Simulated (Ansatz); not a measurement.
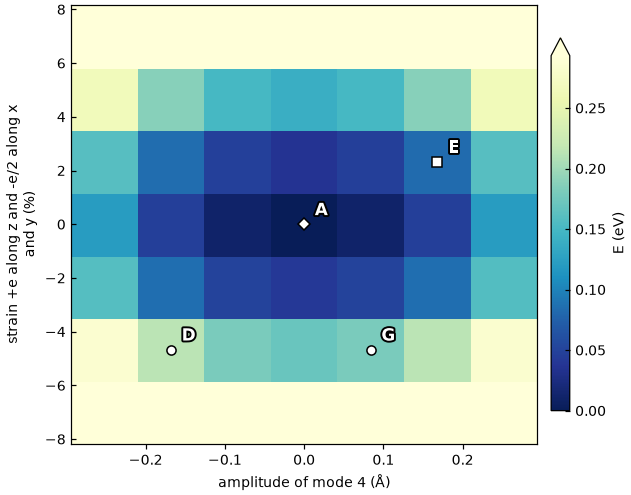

SnO2 (P4_2/mnm, No. 136; 6 atoms in the cell). The energy is mapped over a normal mode and a strain (zone-centre modes of the 6-atom cell of this scan) (x along [1 0 0], y along [0 1 0], z along [0 0 1] of the conventional cell). The first coordinate is: amplitude of mode 4 (110 cm⁻¹), largest displacement in the unstrained cell; the second: strain +e along z and -e/2 along x and y. Nothing is relaxed (the pattern is fixed in fractional coordinates). The scan uses a 7 × 7 grid. Points are written as (first, second). All energies are given in eV per cell relative to the lowest grid point. Computed with DFT PBE, scalar-relativistic, plane waves, PAW (Ansatz 0.2.0). Settings: cutoff 520 eV, k-mesh 6×6×8 in the order of the run's cell vectors, gaussian smearing 0.05 eV, no spin polarisation.

In the figure: one coloured cell a grid point, one colour for all values above the top of the scale, lettered points.

> What kind of point is each of A, D, E, G: minimum, saddle, maximum or slope?

A: minimum; D: on a slope; E: on a slope; G: on a slope. (In these two coordinates alone; a stationary point may lie a little off the grid point.)

> Rank the lettered points by energy, lowest first.

A (0.000 eV), E (0.083 eV), G (0.180 eV), D (0.214 eV).

PAW datasets: the set soft_1.
